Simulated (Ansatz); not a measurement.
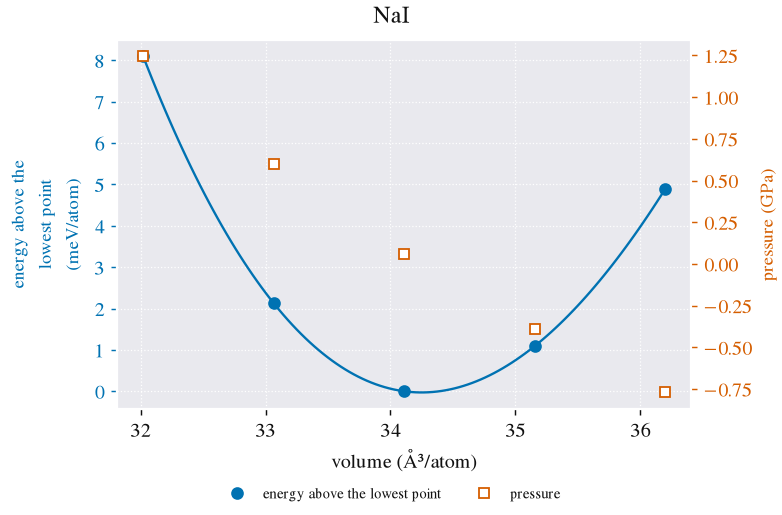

The plot gives the computed energy above the lowest point and pressure against volume for NaI, space group Fm-3m (No. 225) (one of a set of cubic test structures, which need not be the stable phase).

Method: equation of state of a cubic crystal from periodic Kohn-Sham density functional theory without spin, third-order Birch-Murnaghan fit to the free energies; pressure corrected for the finite basis (Ansatz 0.2.0 development build). Level: HSE06.

- structure type: rock salt
- atoms in cell: 2
- space group number: 225
- lattice centring: face-centred primitive
- k mesh: 4×4×4
- occupation method: Fermi–Dirac
- occupation width: 0.05 eV
- wave cutoff: 290 eV
- datasets: all-electron datasets
- density tolerance: 1e−09 eV
- bands: 17
- density cutoff ratio: 4
- nucleus: point
- search for lower states: default
- exchange singularity: regularized

How stiff is the solid, and where is its volume at rest?

Answer. A third-order Birch–Murnaghan fit gives V0 = 34.25 Å³/atom, B0 = 15.8 GPa and B′ = 4.7.

What does the pressure do across the range?

Answer. It falls from 1.245 GPa at volume 32.02 Å³/atom to −0.770 GPa at 36.20 Å³/atom, and changes sign near 34.2 Å³/atom.
